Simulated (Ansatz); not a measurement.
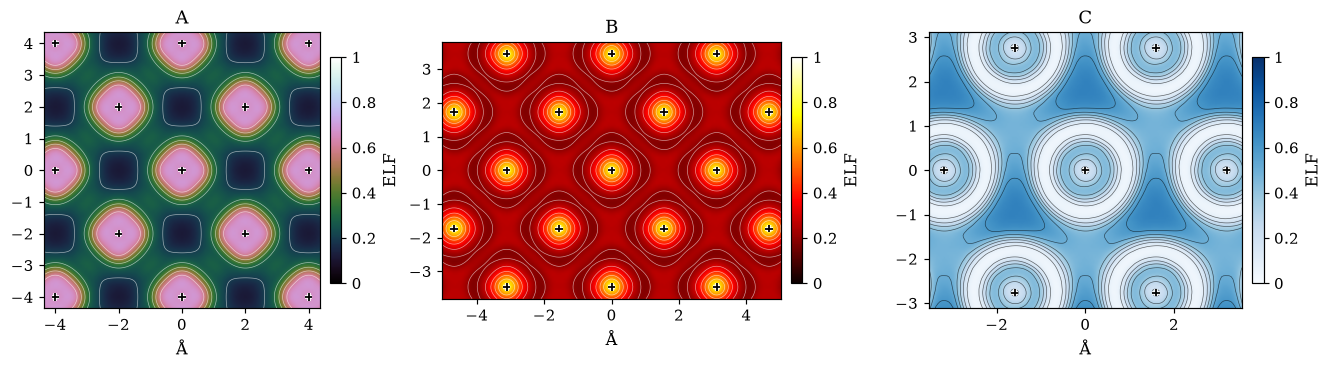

The electron localisation function of 3 systems, each on a plane through atoms (crosses mark nuclei in the plane).

Level of theory: DFT PBEsol, scalar-relativistic, plane waves, PAW in Ansatz.

System 1: Pt, the (010) plane of the conventional cell. Space group Fm-3m; changed on purpose from its base cell (equal strain along all axes, cell held, atoms relaxed: +2.0 %); computed pressure about −15 GPa in this cell.

System 2: Ni, the (110) plane of the conventional cell. Space group I4/mmm; changed on purpose from its base cell (strain -0.1000 x Voigt [1, 0, 0, 0, 0, 0], atoms carried along); computed pressure about 32 GPa in this cell; spin-polarised.

```
Ni
1.0
     0.00000   -1.73157   -1.73157
     0.00000    1.73157   -1.73157
     3.11683    0.00000    0.00000
Ni
2
Direct
  0.50000 0.50000 0.50000
  0.00000 0.00000 0.00000
```

System 3: Mg, the (001) plane of the conventional cell. Space group P6₃/mmc.

> Which map belongs to which system?

Panel A is system 1, Pt: the plane holds Pt. Pt–Pt (2.83 Å): the ELF is about 0.30 at the midpoint: no localised pair shows between them. Panel B is system 2, Ni: the plane holds Ni. Ni–Ni (2.33 Å): the ELF is about 0.25 at the midpoint: no shared electron pair shows on this line. Panel C is system 3, Mg: the plane holds Mg.
